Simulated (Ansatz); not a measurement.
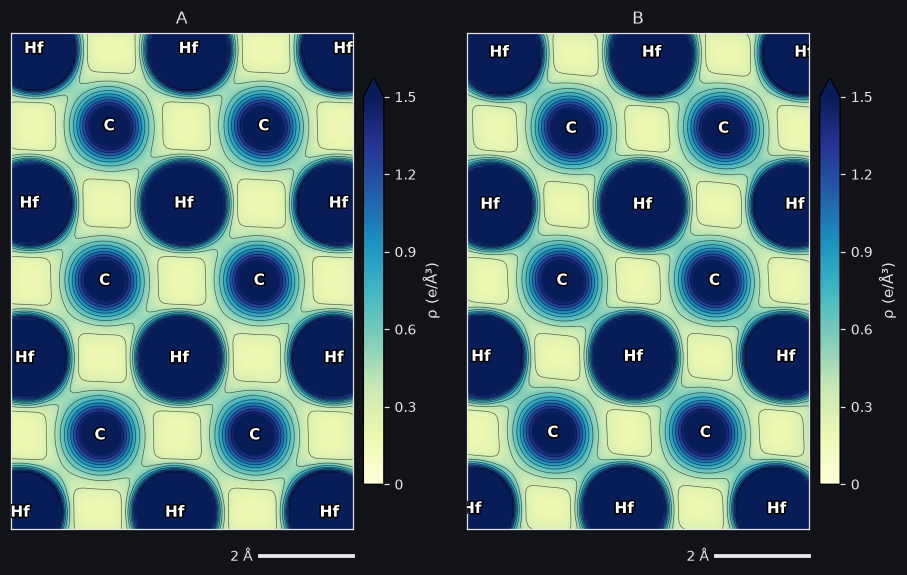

HfC. The valence electron density of two cells that differ in size and shape, on the (101) plane of each (indices in the axes of the calculation cell), at one length scale and on one colour scale: A has 12.9 Å³ an atom and B 12.2.

Space group I4/mmm.

All numbers below come from Ansatz, DFT PBE, scalar-relativistic, plane waves, PAW.

Core electrons are frozen (PAW), and the valence fields are smoothed inside the atomic spheres.

What does the compression do to the bonding and the properties?

Answer. From the larger cell to the smaller, Hf–C goes from 2.33 to 2.26 Å, and the density at its midpoint from 0.5 to 0.58 e/Å³; the pressure goes from −6 to 10 GPa.
